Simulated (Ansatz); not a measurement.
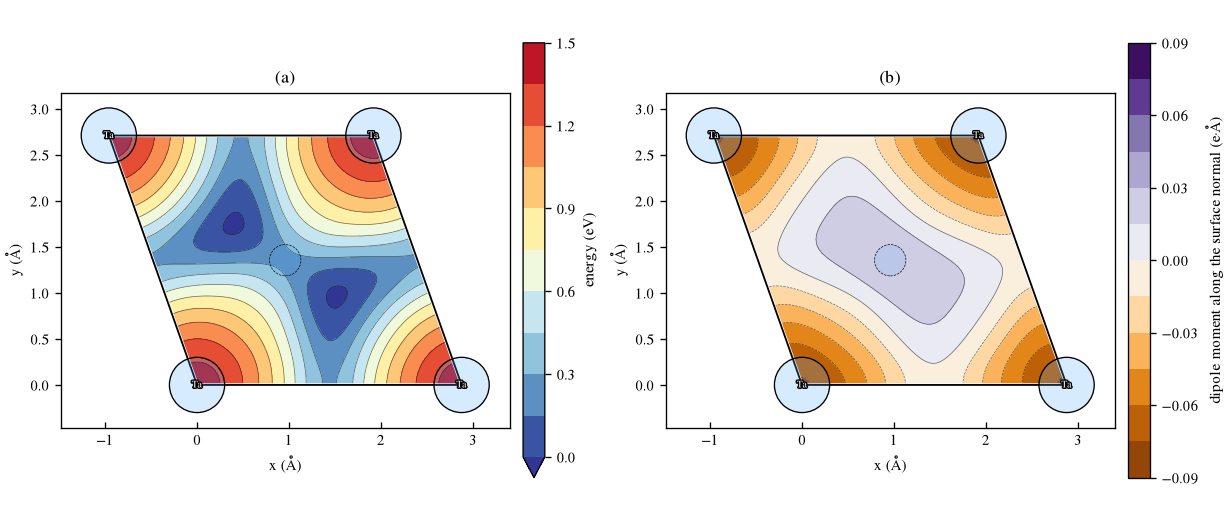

H on a Ta(110) slab cut from the Im-3m phase, its upper half relaxed before the scan (3 atoms of substrate and one adsorbate in a 1 × 1 cell). H is moved over the surface cell; relaxed at each place: the height of the adsorbate's atoms; substrate rigid; the origin of the map has the adsorbate above Ta3. Places are given modulo a cell vector. The map is drawn in real space over the plane of the surface. The scan uses a 6 × 6 grid; 13 points were computed and 23 follow by symmetry. Energies are in eV, from the lowest grid point. With one adsorbate in each 1 × 1 cell, its nearest image is 2.9 Å away, so neighbouring adsorbates interact. The calculation used DFT PBE, scalar-relativistic, plane waves, PAW (Ansatz). Settings: cutoff 420 eV, k-mesh 10×10×1, gaussian smearing 0.1 eV, no spin polarisation.

Panel (a) is the energy; panel (b) is the computed dipole moment along the surface normal, in e·Å.

In the figure: filled contours, labelled circles for the atoms of the top layer and small ones for the second layer, the outline of one cell of the plane. Between grid points the surface is interpolated.

### How does the dipole moment along the surface normal vary over the map, and what is it at the lowest grid point?

It runs from −0.08 e·Å at the top site over a surface Ta atom, (0/6, 0/6) of the cell vectors to 0.03 e·Å at a bridge site between two Ta atoms, over a second-layer Ta atom, (3/6, 3/6) of the cell vectors. At the lowest grid point, (2/6, 4/6) of the cell vectors [nearest 1 Ta at 1.91 Å], it is 0.02 e·Å.

PAW datasets: the set soft_1.
